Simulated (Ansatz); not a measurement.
The structure in question:

Space group Ibca (No. 73). a = 6.523 Å, b = 6.939 Å, c = 7.356 Å, α = 90.00°, β = 90.00°, γ = 90.00°
```tsv
atom	site	symmetry	x	y	z
Ge	16f	1	0.1479	0.3521	0.6479
```

Describe what this structure looks like.

The element is germanium. Space group Ibca (No. 73), lattice body-centred orthorhombic. The cell holds 16 atoms. About every Ge there are four Ge in a distorted tetrahedral arrangement at 2.39 to 2.55 Å. The bonds build a three-dimensional framework.

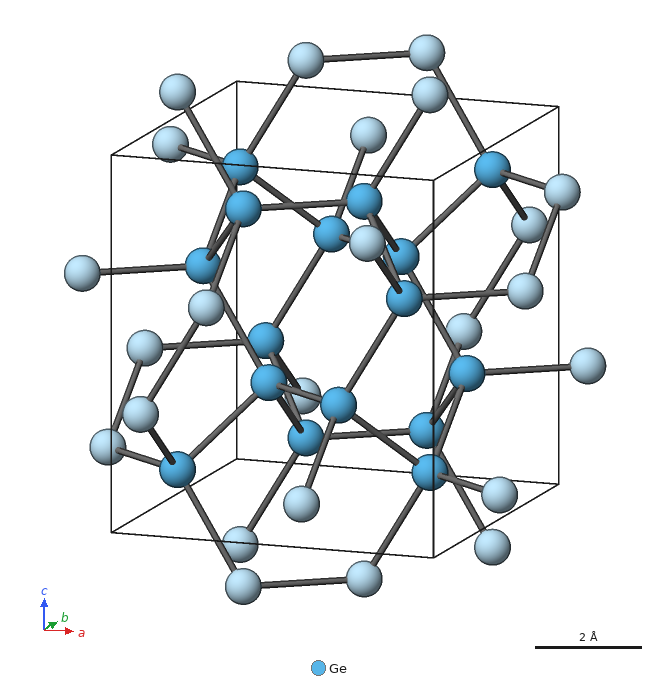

The image is a ball-and-stick drawing of a crystal, viewed slightly off an axis. The conventional unit cell is outlined; an atom on or near a face, edge or corner is repeated at each equivalent position. Atoms just outside the outline that bond to atoms inside are added, in fainter colours.

Its origin is a structure listed in the Materials Project. The cell was then strained or its atoms displaced on purpose. It was the input of a calculation with Ansatz.

At this level of theory the run's own cell isn't at rest (forces up to 0.7 eV/Å), so its distances can differ from those at equilibrium, the more so the softer the solid.
